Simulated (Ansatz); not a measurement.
# Geometry relaxation of Ta (part 1 of 2)

- system: Ta (slab, 5 atoms in the cell)
- method: DFT PBEsol, scalar-relativistic, plane waves, PAW, no spin polarisation (Ansatz 0.2.0)

The structure derives from an entry of the Crystallography Open Database. The input holds or restrains some coordinates. Forces given for the steps count only the free coordinates. It belongs to a series of runs on one base structure; here: clean slab, lower half held.

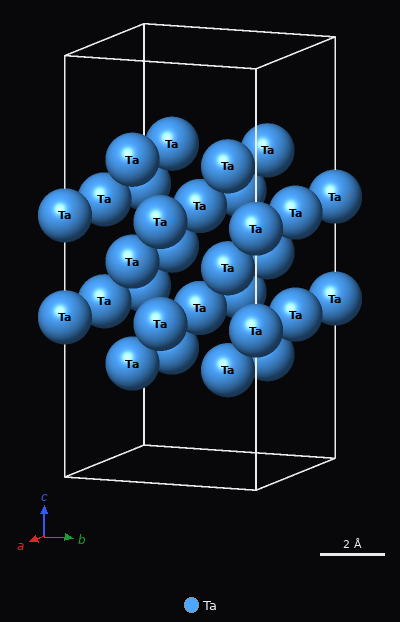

Figure 1. The input geometry (spheres-only view of the 2 × 2 repeat of the cell, with the vacuum cut short, seen slightly off an axis). An atom can appear more than once, as a periodic image.

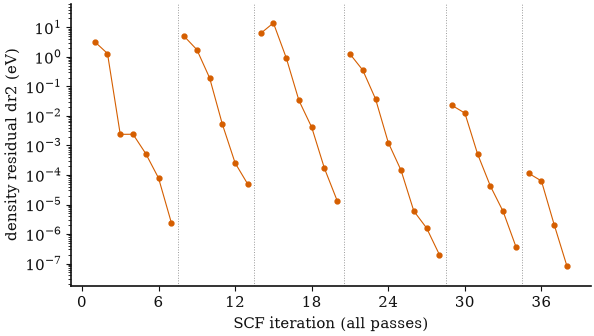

Figure 2. Convergence of the self-consistent field: density residual dr2 against the SCF iteration. The dotted lines part the SCF passes of the relaxation: geometry steps, rejected trials and re-solves on a re-selected basis. The 6 passes take 4 to 8 iterations each, 38 in all.

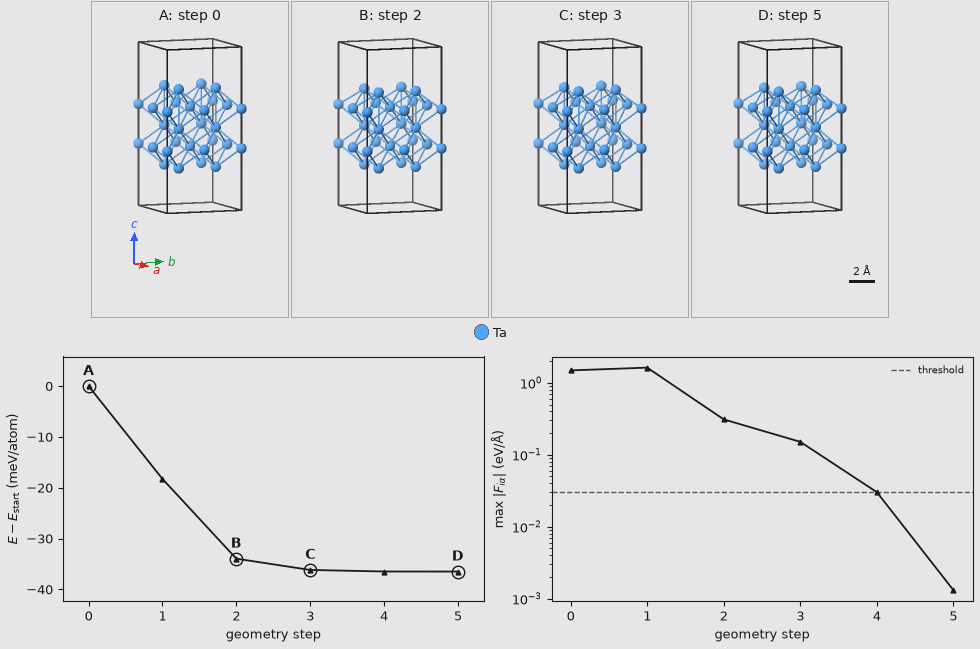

Figure 3. Frames of the restrained relaxation (ball-and-stick view of the 2 × 2 repeat of the cell, with the vacuum cut short, seen slightly off an axis) above the curves, on which the letters mark them (the first geometry is step 0 here and step 1 in the log).

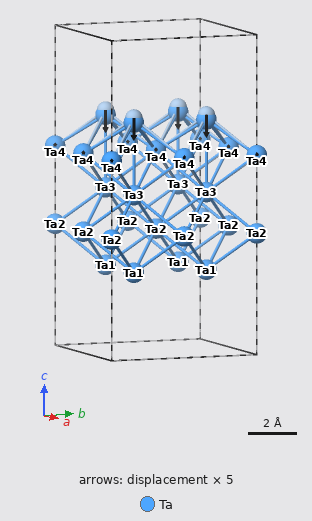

Figure 4. Start (faint) and end (solid) with the displacements as black arrows, magnified 5 times (ball-and-stick view of the 2 × 2 repeat of the cell, with the vacuum cut short, seen slightly off an axis). After 5 geometry steps the energy has fallen by 36.5 meV per atom. Largest force component: 1.5 eV/Å at the start, 0.0013 eV/Å at the end. The largest move is that of Ta5, 0.20 Å. The cell stays as it was. Among the contacts that change: Ta3–Ta5 3.281 → 3.077 Å, Ta4–Ta5 2.841 → 2.715 Å, Ta3–Ta4 2.841 → 2.856 Å. Among the angles that change: Ta4–Ta5–Ta4 109.5° → 117.4°, Ta3–Ta5–Ta4 54.7° → 58.7°, Ta4–Ta5–Ta4 70.5° → 74.3°. (Atoms are counted from 1 in the order of the input.)

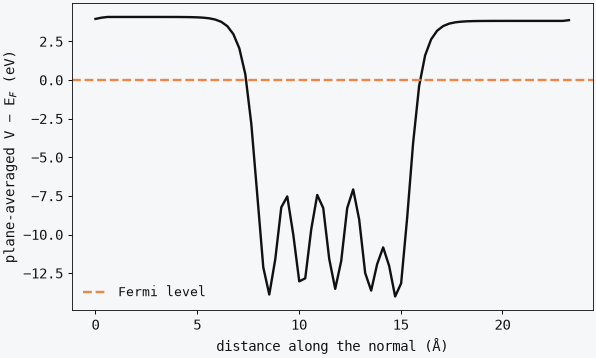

Figure 5. Plane average of the electrostatic potential energy of an electron across the cell, from the Fermi level. The vacuum level lies 3.83 eV above the Fermi level on the upper side and 4.08 eV on the lower.

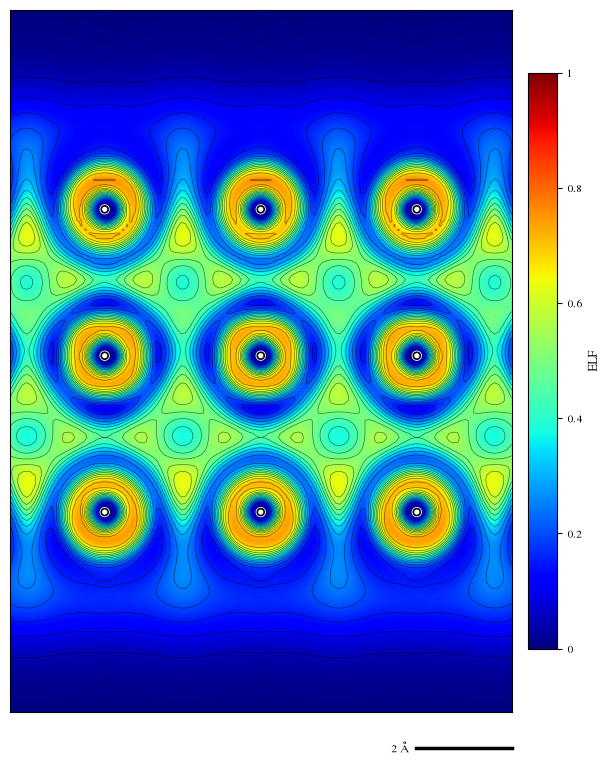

Figure 6. ELF on the (100) plane of the calculation cell, a cut from vacuum to vacuum. Circles mark the nuclei in the plane (Ta). Atoms in the plane: Ta. Ta–Ta (3.08 Å): the ELF is about 0.40 at the midpoint (nearly free electrons, as in a simple metal). The strong features right at Ta lie inside the PAW spheres (semicore, d or f shells) and say nothing about bonding. In a PAW calculation such maps are meaningful between the atoms, not at the nuclei.

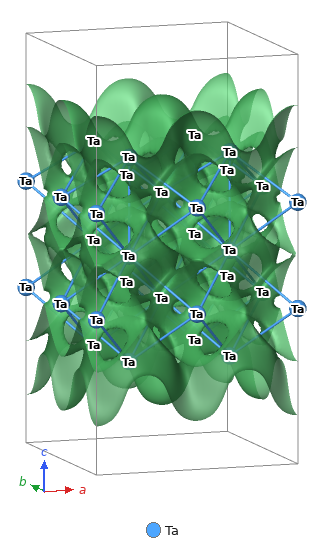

Figure 7. Isosurface of the ELF at 0.4 (green), seen slightly off an axis. Core shells and regions of very low density are left out. Sticks mark near contacts. Values along the shortest contacts: Ta–Ta (2.71 Å): the ELF is about 0.30 at the midpoint; no shared electron pair. Ta–Ta (2.84 Å): the ELF is about 0.30 at the midpoint; no shared electron pair.

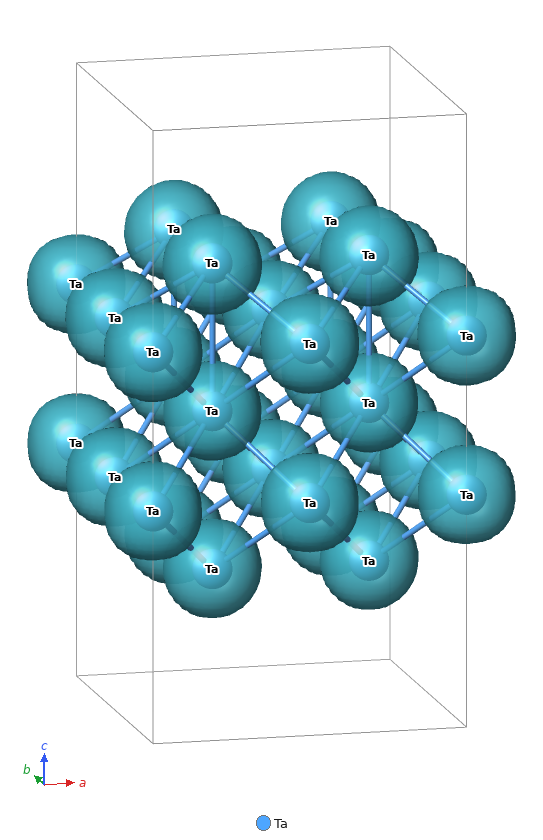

Figure 8. Isosurface of the valence electron density at 0.6 e/Å³ (cyan), seen slightly off an axis. Sticks mark near contacts. At this value the density breaks into separate islands; it holds about 70 % of the electrons treated as valence (semicore included). It is pinched off along the Ta–Ta (2.71 Å), Ta–Ta (2.84 Å) and Ta–Ta (3.08 Å) contacts. On the grid the lowest density along these lines, outside the cores, is 0.38 e/Å³ (Ta–Ta, 2.71 Å), 0.32 e/Å³ (Ta–Ta, 2.84 Å) and 0.29 e/Å³ (Ta–Ta, 3.08 Å).

The input and output of the run follow.

Input:
```yaml
crystal:
  lattice:
    - [3.2805195243, 0.0, 0.0]
    - [0.0, 3.2805195243, 0.0]
    - [0.0, 0.0, 23.5610390486]
  atoms:
    - { symbol: Ta, position: [0.5, 0.5, 0.3607650742] }
    - { symbol: Ta, position: [0.0, 0.0, 0.4303825371] }
    - { symbol: Ta, position: [0.5, 0.5, 0.5] }
    - { symbol: Ta, position: [0.0, 0.0, 0.5696174629] }
    - { symbol: Ta, position: [0.5, 0.5, 0.6392349258] }
basis:
  ecutwfc: 420
kpoints:
  mp_grid: { grid: [9, 9, 1] }
hamiltonian:
  xc: pbesol
scf:
  occupations: { method: gaussian, width: 0.1 }
output:
  forces: true
  eigenvalues: true
  write_density: true
  write_potential: true
  elf: true
  volumetric_format: npy
relax:
  adjacent_minimum: "off"
  f_tol: 0.03
  max_steps: 70
  constraints: [{ sites: [0, 1] }]
efield:
  axis: 3
  dipole_correction: true
  ramp_width: 0.04
```

Command:
```bash
ansatz run input.yaml --threads 1 --pin off --max-ram 2560MiB --backend cpu --events-out ev --progress --plain --runs-dir out
```

Output:
```
Engine: ansatz 0.2.0, x86_64-unknown-linux-gnu
Pseudopotentials: kind: paw
Pseudopotential: Ta, paw, valence charge 13, recommended cutoff 420 eV (normal), Ta.paw.azcp
Functional definition: PBEsol
  exchange = pbesol_x
  correlation = pbesol_c
Crystal: 5 atoms, lattice volume = 253.559 Å³
Basis set: ecut = 420 eV, 4999 PW (Γ), exchange–correlation on 48×48×320 points (8 copies of the dense FFT grid, shifted against one another)
Bands: 39, of which v1, the nominal top of the filled ones, is band 33 counted from 1 (32 counted from 0)
Symmetry: 8 space group operations
k-points: 15 of 81
Non-local potential: Ta, projectors of the file, l = 0: 3, l = 1: 2, l = 2: 2, l = 3: 1
PAW form: soft (Blöchl's): semilocal exchange-correlation on the pseudo side does not see the compensation charge
PAW frozen core: Ta, regenerated for the run's functional, and the local potential with it (the file was generated under x = pbe(κ = 0.804, μ = 0.2195149727645171), c = pbe(β = 0.06672455060314922))
PAW one-centre angular grid: Ta, 590 points (default); XC on 64 Gauss nodes
Initial density: superposition of atomic densities (neutral atoms: chi_scale 0, normalization atom), corrected by the library's trained network
Initial wavefunctions: pseudopotential atomic-orbital guess
Functional: x = pbesol(κ = 0.804, μ = 0.12345679012345678), c = pbesol(β = 0.046)
SCF iter   1: F=—  HF=-49028.541438 eV  |F-HF|=—  |Δ(HF+E_count)|=         —  Δρ=9.08e-3  dr2=3.27e0  ethr=1.77e-3  p=0.000 e·Å  D=1.80e-13 V/Å  ΔV_dip=-0.00 eV  dr2_dipole=5.55e-6  V_vac-E_F(+/−)=4.25/4.25 eV  ⟨swp⟩=7.9  Hψ=2803  notcnv=0
efield: sawtooth ramp at fractional position 0.9800 (placed from the atoms, in the widest stretch of the axis that holds none; the zero of the levels goes with the place), width 0.0400; the density the first Hamiltonian is built on has a dipole p = 0.000 e·Å; the dipole correction subtracts the counter field D = 1.80e-13 V/Å, which shifts the + side's vacuum level by -0.00 eV against the − side's; the planar-averaged density in the ramp window peaks in size at 3.5e-5 e/Å³
preconditioner: auto → LDOS  [metal: Δε(μ)=0.032 eV  Ē_g=3.431 eV  σ=0.100 eV  W_gap=0.18  n_scr=44 (ndim 8)  ℏωp=11.7 eV  f_vac=0.549  D(μ)=4.89/eV (n_scr^D=14)  β→1.0]
SCF iter   2: F=—  HF=-49028.459093 eV  |F-HF|=—  |Δ(HF+E_count)|=   8.23e-2  Δρ=6.08e-3  dr2=1.30e0  ethr=1.77e-3  p=0.000 e·Å  D=2.35e-4 V/Å  ΔV_dip=-0.01 eV  dr2_dipole=4.39e-5  V_vac-E_F(+/−)=3.96/3.97 eV  ⟨swp⟩=3.5  Hψ=907  notcnv=0  defer=13
SCF iter   3: F=—  HF=-49028.407859 eV  |F-HF|=—  |Δ(HF+E_count)|=   5.12e-2  Δρ=8.70e-4  dr2=2.38e-3  ethr=1.77e-3  p=0.000 e·Å  D=1.87e-8 V/Å  ΔV_dip=-0.00 eV  dr2_dipole=6.80e-8  V_vac-E_F(+/−)=4.03/4.03 eV  ⟨swp⟩=1.5  Hψ=613  notcnv=0  defer=13
SCF iter   4: F=—  HF=-49028.410341 eV  |F-HF|=—  |Δ(HF+E_count)|=   2.48e-3  Δρ=3.87e-4  dr2=2.40e-3  ethr=3.67e-6  p=0.000 e·Å  D=8.37e-6 V/Å  ΔV_dip=-0.00 eV  dr2_dipole=1.58e-7  V_vac-E_F(+/−)=4.05/4.05 eV  ⟨swp⟩=3.8  Hψ=1239  notcnv=0  defer=14
SCF iter   5: F=—  HF=-49028.410396 eV  |F-HF|=—  |Δ(HF+E_count)|=   5.47e-5  Δρ=1.38e-4  dr2=5.27e-4  ethr=3.67e-6  p=-0.000 e·Å  D=-2.00e-6 V/Å  ΔV_dip=0.00 eV  dr2_dipole=1.60e-8  V_vac-E_F(+/−)=4.05/4.05 eV  ⟨swp⟩=2.1  Hψ=683  notcnv=0  defer=14
SCF iter   6: F=—  HF=-49028.410381 eV  |F-HF|=—  |Δ(HF+E_count)|=   1.49e-5  Δρ=5.46e-5  dr2=7.86e-5  ethr=8.10e-7  p=0.000 e·Å  D=1.09e-6 V/Å  ΔV_dip=-0.00 eV  dr2_dipole=5.13e-9  V_vac-E_F(+/−)=4.06/4.06 eV  ⟨swp⟩=1.5  Hψ=582  notcnv=0  defer=14
SCF iter   7: F=-49028.410376 eV  HF=-49028.410378 eV  |F-HF|=1.81e-6  |Δ(HF+E_count)|=   3.10e-6  Δρ=9.74e-6  dr2=2.45e-6  ethr=3.46e-8  p=-0.000 e·Å  D=-7.07e-7 V/Å  ΔV_dip=0.00 eV  dr2_dipole=5.48e-10  V_vac-E_F(+/−)=4.06/4.06 eV  ⟨swp⟩=22.2  Hψ=6048  notcnv=0
SCF 1 converged in 7 iterations: F = -49028.410376 eV  dr2 = 2.45e-6
  Residual-converged pass: ⟨swp⟩=1.2  Hψ=648  notcnv=0  max |occ|·‖R‖ = 7.0e-9 eV (tolerance 1.0e-8 eV)  dr2=2.45e-6  dr2_onsite=4.10e-9  max |Δocc| = 2.6e-10
  greatest PAW one-centre occupation: 1.000 electrons in one spin orbital (limit 2), on the Ta atom at site 1 (counted from 0), in its partial waves of l = 0
relax step   1: F+E_penalty+E_count = -49028.41037597 eV  Δ(F+E_penalty+E_count) = +0.000e0 eV  max|allowed force component| = 1.490e0 eV/Å  Δτ_max = 0.0000 Å  (7 SCF iters, dr2 threshold 2.25e-5 eV, accepted)
Initial density: handed on by an earlier stage of this run
Initial wavefunctions: those handed on with the density
SCF iter   1: F=—  HF=-49028.819471 eV  |F-HF|=—  |Δ(HF+E_count)|=         —  Δρ=1.57e-2  dr2=5.03e0  ethr=3.10e-3  p=-0.000 e·Å  D=-1.42e-6 V/Å  ΔV_dip=0.00 eV  dr2_dipole=8.42e-1  V_vac-E_F(+/−)=4.19/4.19 eV  ⟨swp⟩=6.7  Hψ=1714  notcnv=0  defer=6
efield: sawtooth ramp at fractional position 0.9800 (handed on by an earlier solve), width 0.0400; the density the first Hamiltonian is built on has a dipole p = -0.000 e·Å; the dipole correction subtracts the counter field D = -1.42e-6 V/Å, which shifts the + side's vacuum level by +0.00 eV against the − side's; the planar-averaged density in the ramp window peaks in size at 5.7e-6 e/Å³
preconditioner: auto → LDOS  [metal: Δε(μ)=0.044 eV  Ē_g=3.496 eV  σ=0.100 eV  W_gap=0.24  n_scr=44 (ndim 8)  ℏωp=11.7 eV  f_vac=0.557  D(μ)=4.26/eV (n_scr^D=12)  β→1.0]
SCF iter   2: F=—  HF=-49028.657528 eV  |F-HF|=—  |Δ(HF+E_count)|=   1.62e-1  Δρ=1.11e-2  dr2=1.76e0  ethr=3.10e-3  p=0.020 e·Å  D=1.46e-2 V/Å  ΔV_dip=-0.34 eV  dr2_dipole=9.14e-4  V_vac-E_F(+/−)=3.79/4.13 eV  ⟨swp⟩=3.2  Hψ=1042  notcnv=0  defer=21
SCF iter   3: F=—  HF=-49028.515522 eV  |F-HF|=—  |Δ(HF+E_count)|=   1.42e-1  Δρ=3.10e-3  dr2=1.95e-1  ethr=2.70e-3  p=0.016 e·Å  D=1.13e-2 V/Å  ΔV_dip=-0.27 eV  dr2_dipole=2.20e-2  V_vac-E_F(+/−)=3.87/4.14 eV  ⟨swp⟩=2.9  Hψ=828  notcnv=1  defer=20
SCF iter   4: F=—  HF=-49028.502352 eV  |F-HF|=—  |Δ(HF+E_count)|=   1.32e-2  Δρ=5.21e-4  dr2=5.23e-3  ethr=3.01e-4  p=0.016 e·Å  D=1.17e-2 V/Å  ΔV_dip=-0.28 eV  dr2_dipole=1.46e-6  V_vac-E_F(+/−)=3.84/4.11 eV  ⟨swp⟩=2.1  Hψ=865  notcnv=0  defer=15
SCF iter   5: F=—  HF=-49028.501676 eV  |F-HF|=—  |Δ(HF+E_count)|=   6.76e-4  Δρ=1.51e-4  dr2=2.55e-4  ethr=8.05e-6  p=0.019 e·Å  D=1.33e-2 V/Å  ΔV_dip=-0.31 eV  dr2_dipole=1.78e-5  V_vac-E_F(+/−)=3.80/4.11 eV  ⟨swp⟩=2.1  Hψ=797  notcnv=0  defer=15
SCF iter   6: F=-49028.501639 eV  HF=-49028.501672 eV  |F-HF|=3.34e-5  |Δ(HF+E_count)|=   3.69e-6  Δρ=5.92e-5  dr2=4.81e-5  ethr=1.54e-7  p=0.020 e·Å  D=1.42e-2 V/Å  ΔV_dip=-0.33 eV  dr2_dipole=1.05e-5  V_vac-E_F(+/−)=3.77/4.10 eV  ⟨swp⟩=22.6  Hψ=6719  notcnv=0
SCF 2 converged in 6 iterations: F = -49028.501639 eV  dr2 = 4.81e-5
  greatest PAW one-centre occupation: 1.000 electrons in one spin orbital (limit 2), on the Ta atom at site 3 (counted from 0), in its partial waves of l = 0
relax step   2: F+E_penalty+E_count = -49028.50163853 eV  Δ(F+E_penalty+E_count) = -9.126e-2 eV  max|allowed force component| = 1.628e0 eV/Å  Δτ_max = 0.1964 Å  (6 SCF iters, dr2 threshold 1.00e-4 eV, accepted)
SCF iter   1: F=—  HF=-49028.840100 eV  |F-HF|=—  |Δ(HF+E_count)|=         —  Δρ=1.39e-2  dr2=6.23e0  ethr=3.10e-3  p=0.020 e·Å  D=1.42e-2 V/Å  ΔV_dip=-0.33 eV  dr2_dipole=1.24e0  V_vac-E_F(+/−)=3.74/4.08 eV  ⟨swp⟩=6.0  Hψ=1540  notcnv=0  defer=12
efield: sawtooth ramp at fractional position 0.9800 (handed on by an earlier solve), width 0.0400; the density the first Hamiltonian is built on has a dipole p = 0.020 e·Å; the dipole correction subtracts the counter field D = 1.42e-2 V/Å, which shifts the + side's vacuum level by -0.33 eV against the − side's; the planar-averaged density in the ramp window peaks in size at 4.0e-6 e/Å³
preconditioner: auto → LDOS  [metal: Δε(μ)=0.089 eV  Ē_g=3.566 eV  σ=0.100 eV  W_gap=0.42  n_scr=44 (ndim 8)  ℏωp=11.7 eV  f_vac=0.562  D(μ)=3.18/eV (n_scr^D=10)  β→1.0]
SCF iter   2: F=—  HF=-49029.080157 eV  |F-HF|=—  |Δ(HF+E_count)|=   2.40e-1  Δρ=1.96e-2  dr2=1.41e1  ethr=3.10e-3  p=0.052 e·Å  D=3.73e-2 V/Å  ΔV_dip=-0.88 eV  dr2_dipole=2.56e0  V_vac-E_F(+/−)=3.29/4.17 eV  ⟨swp⟩=3.6  Hψ=1061  notcnv=0  defer=16
SCF iter   3: F=—  HF=-49028.621201 eV  |F-HF|=—  |Δ(HF+E_count)|=   4.59e-1  Δρ=5.06e-3  dr2=9.40e-1  ethr=3.10e-3  p=0.036 e·Å  D=2.53e-2 V/Å  ΔV_dip=-0.60 eV  dr2_dipole=1.67e-1  V_vac-E_F(+/−)=3.53/4.12 eV  ⟨swp⟩=2.7  Hψ=900  notcnv=0  defer=17
SCF iter   4: F=—  HF=-49028.584999 eV  |F-HF|=—  |Δ(HF+E_count)|=   3.62e-2  Δρ=1.18e-3  dr2=3.34e-2  ethr=1.45e-3  p=0.021 e·Å  D=1.47e-2 V/Å  ΔV_dip=-0.35 eV  dr2_dipole=8.65e-3  V_vac-E_F(+/−)=3.76/4.11 eV  ⟨swp⟩=1.7  Hψ=692  notcnv=0  defer=15
SCF iter   5: F=—  HF=-49028.580224 eV  |F-HF|=—  |Δ(HF+E_count)|=   4.78e-3  Δρ=4.31e-4  dr2=4.13e-3  ethr=5.14e-5  p=0.018 e·Å  D=1.27e-2 V/Å  ΔV_dip=-0.30 eV  dr2_dipole=1.09e-3  V_vac-E_F(+/−)=3.80/4.10 eV  ⟨swp⟩=2.1  Hψ=786  notcnv=0  defer=14
SCF iter   6: F=—  HF=-49028.580103 eV  |F-HF|=—  |Δ(HF+E_count)|=   1.21e-4  Δρ=1.15e-4  dr2=1.67e-4  ethr=6.35e-6  p=0.016 e·Å  D=1.16e-2 V/Å  ΔV_dip=-0.27 eV  dr2_dipole=2.51e-7  V_vac-E_F(+/−)=3.82/4.09 eV  ⟨swp⟩=1.8  Hψ=661  notcnv=0  defer=14
SCF iter   7: F=-49028.580081 eV  HF=-49028.580089 eV  |F-HF|=8.54e-6  |Δ(HF+E_count)|=   1.32e-5  Δρ=3.21e-5  dr2=1.33e-5  ethr=1.54e-7  p=0.015 e·Å  D=1.10e-2 V/Å  ΔV_dip=-0.26 eV  dr2_dipole=3.52e-8  V_vac-E_F(+/−)=3.83/4.09 eV  ⟨swp⟩=21.6  Hψ=6756  notcnv=0
SCF 3 converged in 7 iterations: F = -49028.580081 eV  dr2 = 1.33e-5
relax step   3: F+E_penalty+E_count = -49028.58008080 eV  Δ(F+E_penalty+E_count) = -7.844e-2 eV  max|allowed force component| = 3.104e-1 eV/Å  Δτ_max = 0.1867 Å  (7 SCF iters, dr2 threshold 1.00e-4 eV, accepted)
iter 1 solved again at ethr=1.80e-3 eV; its pass at ethr=3.10e-3 eV (dr2=1.17e0 eV) is discarded
```
